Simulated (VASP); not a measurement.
## Run report: Mn, geometry relaxation (part 2 of 6)

Continued. System: Mn (4 atoms in the cell). Method: Kohn-Sham DFT of a periodic cell, PBE, VASP PAW PBE potentials, recommended, no spin polarisation (VASP 6.6.1); cutoff 600 eV, 9×9×2 k-mesh, Gaussian smearing of 0.1 eV. The structure was built on a prototype by a generator; it need not be a known phase. It belongs to a series of runs on one base structure; here: graphite type (P6_3/mmc, No. 194).

Geometry of the input (Å; fractional positions):
```
2.8767  0.0000  0.0000
-1.4384  2.4913  0.0000
0.0000  0.0000  7.8350
Mn 0.0000  0.0000  0.2500
Mn 0.0000  0.0000  0.7500
Mn 0.3333  0.6667  0.7500
Mn 0.6667  0.3333  0.2500
```

## OSZICAR, continued
```
DAV:   5    -0.265878043547E+02    0.86335E-01   -0.72225E-01  1797   0.705E+00    0.179E+00
DAV:   6    -0.265804827160E+02    0.73216E-02   -0.10572E-01  2027   0.238E+00    0.869E-01
DAV:   7    -0.265825084984E+02   -0.20258E-02   -0.29607E-02  1907   0.185E+00    0.466E-01
DAV:   8    -0.265818258918E+02    0.68261E-03   -0.41338E-03  1941   0.712E-01    0.724E-02
DAV:   9    -0.265818488795E+02   -0.22988E-04   -0.34572E-04  2245   0.164E-01    0.520E-02
DAV:  10    -0.265818422935E+02    0.65860E-05   -0.66618E-05  2085   0.942E-02    0.934E-03
DAV:  11    -0.265818414753E+02    0.81823E-06   -0.37955E-06  1638   0.206E-02    0.245E-03
DAV:  12    -0.265818412830E+02    0.19229E-06   -0.45689E-07  1493   0.727E-03    0.243E-03
DAV:  13    -0.265818413912E+02   -0.10816E-06   -0.67213E-08   905   0.281E-03    0.784E-04
DAV:  14    -0.265818414973E+02   -0.10612E-06   -0.43659E-08   835   0.153E-03    0.305E-04
DAV:  15    -0.265818414998E+02   -0.25229E-08   -0.14146E-08   828   0.107E-03
   9 F= -.26581841E+02 E0= -.26540098E+02  d E =-.503588E+00
       N       E                     dE             d eps       ncg     rms          rms(c)
DAV:   1    -0.115308773580E+03   -0.88727E+02   -0.15528E+03  1495   0.304E+02    0.791E+01
DAV:   2    -0.390074175615E+02    0.76301E+02   -0.62005E+02  1672   0.212E+02    0.302E+01
DAV:   3    -0.314538669518E+02    0.75536E+01   -0.50411E+01  1564   0.684E+01    0.172E+01
DAV:   4    -0.367803634479E+02   -0.53265E+01   -0.44759E+01  2101   0.737E+01    0.379E+01
DAV:   5    -0.300756606309E+02    0.67047E+01   -0.45041E+01  2060   0.495E+01    0.120E+01
DAV:   6    -0.296873648694E+02    0.38830E+00   -0.37745E+00  1995   0.177E+01    0.318E+00
DAV:   7    -0.296788516574E+02    0.85132E-02   -0.32614E-01  1802   0.605E+00    0.643E-01
DAV:   8    -0.296807177374E+02   -0.18661E-02   -0.12874E-02  1724   0.116E+00    0.219E-01
DAV:   9    -0.296807380092E+02   -0.20272E-04   -0.12128E-03  2046   0.260E-01    0.730E-02
DAV:  10    -0.296807133737E+02    0.24636E-04   -0.31141E-04  1834   0.163E-01    0.236E-02
DAV:  11    -0.296807099842E+02    0.33894E-05   -0.25875E-05  1897   0.411E-02    0.995E-03
DAV:  12    -0.296807093476E+02    0.63668E-06   -0.57221E-06  1917   0.248E-02    0.423E-03
DAV:  13    -0.296807090119E+02    0.33562E-06   -0.68927E-07  1727   0.108E-02    0.139E-03
DAV:  14    -0.296807090775E+02   -0.65527E-07   -0.30156E-08   912   0.229E-03
  10 F= -.29680709E+02 E0= -.29666926E+02  d E =-.360246E+01
       N       E                     dE             d eps       ncg     rms          rms(c)
DAV:   1    -0.289919504120E+03   -0.26024E+03   -0.82921E+03  1488   0.934E+02    0.238E+02
DAV:   2    -0.158611697569E+03    0.13131E+03   -0.16665E+03  1879   0.457E+02    0.119E+02
DAV:   3    -0.932535703570E+02    0.65358E+02   -0.95492E+02  2123   0.331E+02    0.107E+02
DAV:   4    -0.144012621984E+02    0.78852E+02   -0.44294E+02  1940   0.176E+02    0.573E+01
DAV:   5    -0.105881346245E+02    0.38131E+01   -0.68400E+01  1864   0.996E+01    0.353E+01
DAV:   6    -0.108073665663E+02   -0.21923E+00   -0.24659E+01  1858   0.572E+01    0.305E+01
DAV:   7    -0.966224112154E+01    0.11451E+01   -0.14380E+01  1894   0.550E+01    0.100E+01
DAV:   8    -0.911009402564E+01    0.55215E+00   -0.23004E+00  1839   0.182E+01    0.492E+00
DAV:   9    -0.902453546484E+01    0.85559E-01   -0.59423E-01  1752   0.779E+00    0.210E+00
DAV:  10    -0.903273308735E+01   -0.81976E-02   -0.47728E-02  1658   0.260E+00    0.142E+00
DAV:  11    -0.903153805136E+01    0.11950E-02   -0.75234E-02  1926   0.368E+00    0.128E+00
DAV:  12    -0.902527939839E+01    0.62587E-02   -0.18940E-02  1776   0.182E+00    0.298E-01
DAV:  13    -0.902527635775E+01    0.30406E-05   -0.20252E-03  1632   0.351E-01    0.121E-01
DAV:  14    -0.902524931139E+01    0.27046E-04   -0.31519E-04  2031   0.192E-01    0.654E-02
DAV:  15    -0.902524025434E+01    0.90570E-05   -0.57851E-05  1896   0.101E-01    0.180E-02
DAV:  16    -0.902523965755E+01    0.59680E-06   -0.21562E-06  1572   0.156E-02    0.517E-03
DAV:  17    -0.902523901010E+01    0.64745E-06   -0.43136E-07  1447   0.718E-03    0.210E-03
DAV:  18    -0.902523889931E+01    0.11078E-06   -0.17326E-07  1075   0.561E-03    0.599E-04
DAV:  19    -0.902523891405E+01   -0.14739E-07   -0.20376E-08   779   0.136E-03
  11 F= -.90252389E+01 E0= -.90111297E+01  d E =0.170530E+02
       N       E                     dE             d eps       ncg     rms          rms(c)
DAV:   1    -0.729619706300E+03   -0.72059E+03   -0.16419E+04  1512   0.170E+03    0.324E+02
DAV:   2    -0.313659384811E+03    0.41596E+03   -0.29258E+03  1872   0.498E+02    0.171E+02
DAV:   3    -0.131629334007E+03    0.18203E+03   -0.13551E+03  2014   0.265E+02    0.127E+02
DAV:   4    -0.813013055642E+02    0.50328E+02   -0.68532E+02  2197   0.189E+02    0.115E+02
DAV:   5    -0.502160470805E+02    0.31085E+02   -0.20883E+02  2083   0.106E+02    0.969E+01
DAV:   6    -0.527754268480E+02   -0.25594E+01   -0.20726E+02  2017   0.118E+02    0.574E+01
DAV:   7    -0.366001649524E+02    0.16175E+02   -0.20453E+02  2230   0.951E+01    0.467E+01
DAV:   8    -0.316856446586E+02    0.49145E+01   -0.60588E+01  2183   0.628E+01    0.185E+01
DAV:   9    -0.306848680487E+02    0.10008E+01   -0.16625E+01  2079   0.356E+01    0.986E+00
DAV:  10    -0.305589158695E+02    0.12595E+00   -0.14803E+00  1981   0.106E+01    0.511E+00
DAV:  11    -0.305115801937E+02    0.47336E-01   -0.37290E-01  2233   0.534E+00    0.903E-01
DAV:  12    -0.305155764067E+02   -0.39962E-02   -0.38814E-02  1787   0.232E+00    0.619E-01
DAV:  13    -0.305147233821E+02    0.85302E-03   -0.14914E-02  2071   0.155E+00    0.513E-01
DAV:  14    -0.305210132375E+02   -0.62899E-02   -0.21516E-03  2016   0.551E-01    0.182E-01
DAV:  15    -0.305261715784E+02   -0.51583E-02   -0.26471E-02  1761   0.137E-01    0.249E-01
DAV:  16    -0.305333809287E+02   -0.72094E-02   -0.53685E-02  2094   0.270E-01    0.437E-01
DAV:  17    -0.305333382073E+02    0.42721E-04   -0.71893E-05  1684   0.411E-02    0.431E-01
DAV:  18    -0.305340539412E+02   -0.71573E-03   -0.65658E-04  2137   0.302E-01    0.588E-01
DAV:  19    -0.305339695452E+02    0.84396E-04   -0.15774E-04  1944   0.128E-01    0.584E-01
DAV:  20    -0.305336989756E+02    0.27057E-03   -0.73144E-05  2093   0.877E-02    0.538E-01
DAV:  21    -0.305335424002E+02    0.15658E-03   -0.33127E-05  2016   0.610E-02    0.516E-01
DAV:  22    -0.305334558487E+02    0.86552E-04   -0.16226E-05  2165   0.396E-02    0.484E-01
DAV:  23    -0.305331542748E+02    0.30157E-03   -0.25840E-04  2151   0.184E-01    0.351E-01
DAV:  24    -0.305329042597E+02    0.25002E-03   -0.47272E-04  2158   0.247E-01    0.171E-01
DAV:  25    -0.305328259665E+02    0.78293E-04   -0.28985E-04  2180   0.187E-01    0.352E-02
DAV:  26    -0.305328229525E+02    0.30140E-05   -0.35121E-05  2314   0.570E-02    0.127E-02
DAV:  27    -0.305328230458E+02   -0.93298E-07   -0.27436E-06  2138   0.131E-02    0.173E-02
DAV:  28    -0.305328220635E+02    0.98229E-06   -0.12097E-06  1816   0.122E-02    0.995E-03
DAV:  29    -0.305328217577E+02    0.30580E-06   -0.91812E-07  1838   0.966E-03    0.299E-03
DAV:  30    -0.305328217540E+02    0.37044E-08   -0.97965E-08   817   0.318E-03
  12 F= -.30532822E+02 E0= -.30519154E+02  d E =-.445457E+01
       N       E                     dE             d eps       ncg     rms          rms(c)
DAV:   1    -0.128258827680E+03   -0.97726E+02   -0.19446E+03  1502   0.358E+02    0.993E+01
DAV:   2    -0.503331180882E+02    0.77926E+02   -0.52172E+02  1630   0.223E+02    0.487E+01
DAV:   3    -0.982017114298E+02   -0.47869E+02   -0.60345E+02  1979   0.216E+02    0.813E+01
DAV:   4    -0.342987812011E+02    0.63903E+02   -0.19885E+02  1872   0.107E+02    0.248E+01
DAV:   5    -0.325753591470E+02    0.17234E+01   -0.16316E+01  2038   0.319E+01    0.165E+01
DAV:   6    -0.321635709562E+02    0.41179E+00   -0.95154E+00  2035   0.345E+01    0.115E+01
DAV:   7    -0.317631998715E+02    0.40037E+00   -0.16338E+00  1999   0.133E+01    0.485E+00
DAV:   8    -0.317388877376E+02    0.24312E-01   -0.16763E-01  2211   0.397E+00    0.112E+00
DAV:   9    -0.317384784767E+02    0.40926E-03   -0.13014E-02  2010   0.948E-01    0.424E-01
DAV:  10    -0.317377448478E+02    0.73363E-03   -0.34942E-03  2109   0.658E-01    0.704E-02
DAV:  11    -0.317377543302E+02   -0.94824E-05   -0.20158E-04  1530   0.158E-01    0.287E-02
DAV:  12    -0.317377543641E+02   -0.33861E-07   -0.19261E-05  2189   0.411E-02    0.757E-03
DAV:  13    -0.317377538975E+02    0.46659E-06   -0.30464E-06  1791   0.240E-02    0.253E-03
DAV:  14    -0.317377540432E+02   -0.14568E-06   -0.29421E-07  1373   0.804E-03    0.182E-03
DAV:  15    -0.317377539621E+02    0.81047E-07   -0.42077E-08   807   0.278E-03
  13 F= -.31737754E+02 E0= -.31727986E+02  d E =-.565950E+01
       N       E                     dE             d eps       ncg     rms          rms(c)
DAV:   1    -0.625335782046E+02   -0.30796E+02   -0.61739E+02  1625   0.265E+02    0.489E+01
DAV:   2    -0.714441831409E+02   -0.89106E+01   -0.50085E+02  1991   0.232E+02    0.632E+01
DAV:   3    -0.433186351378E+02    0.28126E+02   -0.30181E+02  2115   0.136E+02    0.395E+01
DAV:   4    -0.334539610795E+02    0.98647E+01   -0.67898E+01  2084   0.622E+01    0.161E+01
DAV:   5    -0.325080557627E+02    0.94591E+00   -0.52777E+00  2002   0.188E+01    0.940E+00
DAV:   6    -0.322044240307E+02    0.30363E+00   -0.27839E+00  1814   0.174E+01    0.816E+00
DAV:   7    -0.320036362809E+02    0.20079E+00   -0.21589E+00  2059   0.155E+01    0.244E+00
DAV:   8    -0.319793360067E+02    0.24300E-01   -0.35628E-01  1996   0.701E+00    0.199E+00
DAV:   9    -0.319690862096E+02    0.10250E-01   -0.86612E-02  2065   0.346E+00    0.379E-01
DAV:  10    -0.319690352251E+02    0.50985E-04   -0.52706E-03  1845   0.892E-01    0.423E-01
DAV:  11    -0.319683046230E+02    0.73060E-03   -0.37416E-03  2102   0.726E-01    0.502E-02
DAV:  12    -0.319683703599E+02   -0.65737E-04   -0.49407E-04  1800   0.114E-01    0.358E-02
DAV:  13    -0.319683756183E+02   -0.52584E-05   -0.29427E-05  2027   0.547E-02    0.485E-02
DAV:  14    -0.319683648662E+02    0.10752E-04   -0.72858E-05  2086   0.101E-01    0.571E-03
DAV:  15    -0.319683649386E+02   -0.72460E-07   -0.21699E-06  1920   0.184E-02    0.133E-03
DAV:  16    -0.319683648679E+02    0.70752E-07   -0.89431E-08   884   0.351E-03
  14 F= -.31968365E+02 E0= -.31955332E+02  d E =-.589011E+01
       N       E                     dE             d eps       ncg     rms          rms(c)
DAV:   1    -0.348115851665E+02   -0.28432E+01   -0.54146E+01  1561   0.689E+01    0.136E+01
DAV:   2    -0.339055790594E+02    0.90601E+00   -0.26403E+01  1918   0.540E+01    0.195E+01
DAV:   3    -0.342755393789E+02   -0.36996E+00   -0.37015E+01  2175   0.572E+01    0.220E+01
DAV:   4    -0.321138361922E+02    0.21617E+01   -0.13542E+01  2157   0.278E+01    0.216E+00
DAV:   5    -0.320994140986E+02    0.14422E-01   -0.41434E-01  1861   0.538E+00    0.955E-01
DAV:   6    -0.320940574303E+02    0.53567E-02   -0.26255E-02  1933   0.152E+00    0.437E-01
DAV:   7    -0.320938127331E+02    0.24470E-03   -0.35717E-03  1607   0.711E-01    0.738E-02
DAV:   8    -0.320937453611E+02    0.67372E-04   -0.24501E-04  2141   0.157E-01    0.294E-02
DAV:   9    -0.321026344646E+02   -0.88891E-02   -0.66991E-02  1950   0.516E-02    0.561E-02
DAV:  10    -0.321028525070E+02   -0.21804E-03   -0.22980E-03  2033   0.286E-02    0.453E-02
DAV:  11    -0.321028417223E+02    0.10785E-04   -0.83155E-06  2072   0.236E-02    0.343E-02
DAV:  12    -0.321028317203E+02    0.10002E-04   -0.18712E-05  2236   0.422E-02    0.142E-02
DAV:  13    -0.321028307824E+02    0.93794E-06   -0.38900E-06  2259   0.171E-02    0.563E-03
DAV:  14    -0.321028309135E+02   -0.13113E-06   -0.36512E-07  1456   0.530E-03    0.260E-03
DAV:  15    -0.321028309313E+02   -0.17728E-07   -0.37153E-08   821   0.201E-03
  15 F= -.32102831E+02 E0= -.32092557E+02  d E =-.602458E+01
       N       E                     dE             d eps       ncg     rms          rms(c)
DAV:   1    -0.324641482503E+02   -0.36132E+00   -0.71932E+00  1599   0.257E+01    0.490E+00
DAV:   2    -0.324421553984E+02    0.21993E-01   -0.40568E+00  2015   0.221E+01    0.850E+00
DAV:   3    -0.323098495880E+02    0.13231E+00   -0.50513E+00  2158   0.255E+01    0.618E+00
DAV:   4    -0.321117984517E+02    0.19805E+00   -0.98458E-01  2130   0.106E+01    0.597E-01
DAV:   5    -0.321093869839E+02    0.24115E-02   -0.35360E-02  1764   0.157E+00    0.230E-01
DAV:   6    -0.321091046522E+02    0.28233E-03   -0.25810E-03  1921   0.603E-01    0.995E-02
DAV:   7    -0.321090920578E+02    0.12594E-04   -0.37493E-04  1744   0.250E-01    0.176E-02
DAV:   8    -0.321090900906E+02    0.19672E-05   -0.20153E-05  1862   0.562E-02    0.949E-03
DAV:   9    -0.321090868830E+02    0.32076E-05   -0.14146E-06  1938   0.119E-02    0.195E-03
DAV:  10    -0.321090867003E+02    0.18273E-06   -0.79137E-08   884   0.340E-03    0.680E-04
DAV:  11    -0.321090866585E+02    0.41760E-07   -0.22536E-08   828   0.139E-03
  16 F= -.32109087E+02 E0= -.32100362E+02  d E =-.603083E+01
       N       E                     dE             d eps       ncg     rms          rms(c)
DAV:   1    -0.396457290571E+02   -0.75366E+01   -0.19003E+02  1545   0.124E+02    0.236E+01
DAV:   2    -0.623039322648E+02   -0.22658E+02   -0.20055E+02  2043   0.141E+02    0.615E+01
DAV:   3    -0.329866557106E+02    0.29317E+02   -0.10416E+02  2087   0.775E+01    0.833E+00
DAV:   4    -0.322120914820E+02    0.77456E+00   -0.51461E+00  1890   0.162E+01    0.389E+00
DAV:   5    -0.320375320849E+02    0.17456E+00   -0.85072E-01  2012   0.721E+00    0.195E+00
DAV:   6    -0.320321255686E+02    0.54065E-02   -0.11831E-01  1980   0.457E+00    0.102E+00
DAV:   7    -0.320334887754E+02   -0.13632E-02   -0.49647E-02  1978   0.268E+00    0.906E-01
DAV:   8    -0.320300356701E+02    0.34531E-02   -0.14392E-02  2034   0.145E+00    0.260E-01
DAV:   9    -0.320300383325E+02   -0.26625E-05   -0.13997E-03  2217   0.302E-01    0.431E-02
DAV:  10    -0.320300392903E+02   -0.95781E-06   -0.26469E-04  1710   0.149E-01    0.414E-02
DAV:  11    -0.320300237067E+02    0.15584E-04   -0.14970E-04  1707   0.123E-01    0.106E-02
DAV:  12    -0.320300231488E+02    0.55794E-06   -0.53763E-06  1845   0.227E-02    0.410E-03
DAV:  13    -0.320300230191E+02    0.12962E-06   -0.68478E-07  1565   0.715E-03    0.954E-04
DAV:  14    -0.320300230099E+02    0.92541E-08   -0.19713E-08   807   0.172E-03
  17 F= -.32030023E+02 E0= -.32019063E+02  d E =0.790636E-01
       N       E                     dE             d eps       ncg     rms          rms(c)
DAV:   1    -0.351425519828E+02   -0.31125E+01   -0.65567E+01  1544   0.675E+01    0.145E+01
DAV:   2    -0.460308418548E+02   -0.10888E+02   -0.94904E+01  2145   0.105E+02    0.478E+01
DAV:   3    -0.323364357693E+02    0.13694E+02   -0.62217E+01  2058   0.586E+01    0.542E+00
DAV:   4    -0.322368373616E+02    0.99598E-01   -0.29595E+00  1852   0.134E+01    0.223E+00
DAV:   5    -0.321915165935E+02    0.45321E-01   -0.22654E-01  1709   0.399E+00    0.116E+00
DAV:   6    -0.321855421966E+02    0.59744E-02   -0.53605E-02  2089   0.233E+00    0.600E-01
DAV:   7    -0.321859551583E+02   -0.41296E-03   -0.91379E-03  2022   0.112E+00    0.252E-01
DAV:   8    -0.321851556470E+02    0.79951E-03   -0.42133E-03  1762   0.618E-01    0.519E-02
DAV:   9    -0.321851502765E+02    0.53705E-05   -0.11656E-04  1734   0.108E-01    0.234E-02
DAV:  10    -0.321851468853E+02    0.33912E-05   -0.34315E-05  1751   0.500E-02    0.520E-03
DAV:  11    -0.321851466530E+02    0.23234E-06   -0.35253E-06  1735   0.179E-02    0.217E-03
DAV:  12    -0.321851464981E+02    0.15486E-06   -0.39142E-07  1474   0.565E-03    0.461E-04
DAV:  13    -0.321851465142E+02   -0.16081E-07   -0.21503E-08   758   0.183E-03
  18 F= -.32185147E+02 E0= -.32175229E+02  d E =-.760599E-01
       N       E                     dE             d eps       ncg     rms          rms(c)
DAV:   1    -0.353377752253E+02   -0.31526E+01   -0.59249E+01  1651   0.857E+01    0.143E+01
DAV:   2    -0.340749380725E+02    0.12628E+01   -0.37393E+01  1887   0.605E+01    0.195E+01
DAV:   3    -0.352892605860E+02   -0.12143E+01   -0.47845E+01  2130   0.585E+01    0.249E+01
DAV:   4    -0.322091139635E+02    0.30801E+01   -0.13791E+01  2130   0.291E+01    0.196E+00
DAV:   5    -0.322119920596E+02   -0.28781E-02   -0.43097E-01  1746   0.531E+00    0.125E+00
DAV:   6    -0.322057230529E+02    0.62690E-02   -0.56249E-02  1919   0.222E+00    0.553E-01
DAV:   7    -0.322044081647E+02    0.13149E-02   -0.11742E-02  1957   0.116E+00    0.150E-01
DAV:   8    -0.322044960096E+02   -0.87845E-04   -0.75150E-04  1774   0.271E-01    0.475E-02
DAV:   9    -0.322044977072E+02   -0.16975E-05   -0.47082E-05  2073   0.662E-02    0.124E-02
DAV:  10    -0.322045000348E+02   -0.23277E-05   -0.30205E-06  1615   0.212E-02    0.423E-03
DAV:  11    -0.322044997400E+02    0.29486E-06   -0.71081E-07  1721   0.102E-02    0.121E-03
DAV:  12    -0.322044994534E+02    0.28652E-06   -0.46138E-08   842   0.224E-03    0.506E-04
DAV:  13    -0.322044993853E+02    0.68144E-07   -0.32063E-08   814   0.166E-03
  19 F= -.32204499E+02 E0= -.32194676E+02  d E =-.193529E-01
       N       E                     dE             d eps       ncg     rms          rms(c)
DAV:   1    -0.326929891108E+02   -0.48849E+00   -0.87576E+00  1614   0.317E+01    0.590E+00
DAV:   2    -0.323801522247E+02    0.31284E+00   -0.48667E+00  1726   0.209E+01    0.569E+00
DAV:   3    -0.329112102228E+02   -0.53106E+00   -0.69928E+00  2167   0.303E+01    0.120E+01
DAV:   4    -0.322132745341E+02    0.69794E+00   -0.35730E+00  2145   0.167E+01    0.673E-01
DAV:   5    -0.322181494386E+02   -0.48749E-02   -0.89433E-02  1839   0.237E+00    0.408E-01
DAV:   6    -0.322173072637E+02    0.84217E-03   -0.75501E-03  2050   0.100E+00    0.130E-01
DAV:   7    -0.322173015514E+02    0.57123E-05   -0.60390E-04  1689   0.301E-01    0.201E-02
DAV:   8    -0.322173006247E+02    0.92676E-06   -0.45493E-05  1963   0.682E-02    0.119E-02
DAV:   9    -0.322172958911E+02    0.47335E-05   -0.12340E-06  1654   0.102E-02    0.373E-03
DAV:  10    -0.322172956505E+02    0.24060E-06   -0.16017E-07   994   0.500E-03    0.157E-03
DAV:  11    -0.322172956359E+02    0.14656E-07   -0.11583E-07   948   0.298E-03
  20 F= -.32217296E+02 E0= -.32207499E+02  d E =-.321491E-01
```

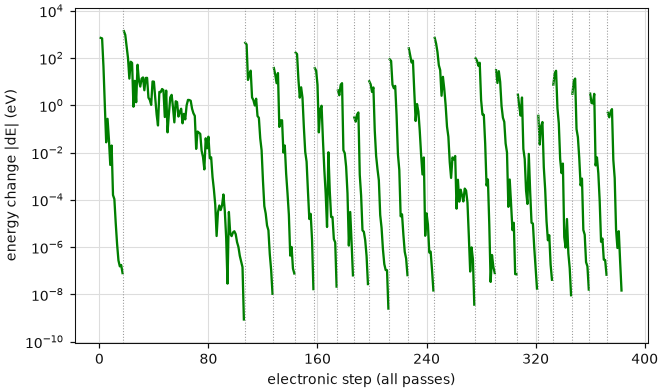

**Figure 1.** Convergence of the self-consistent field: energy change |dE| against the electronic step. Each stretch between dotted lines is the SCF of one geometry step of a relaxation. The 20 ionic steps take 11 to 89 electronic steps each. The density is held fixed in the first few steps, and dE rises again when its update begins.
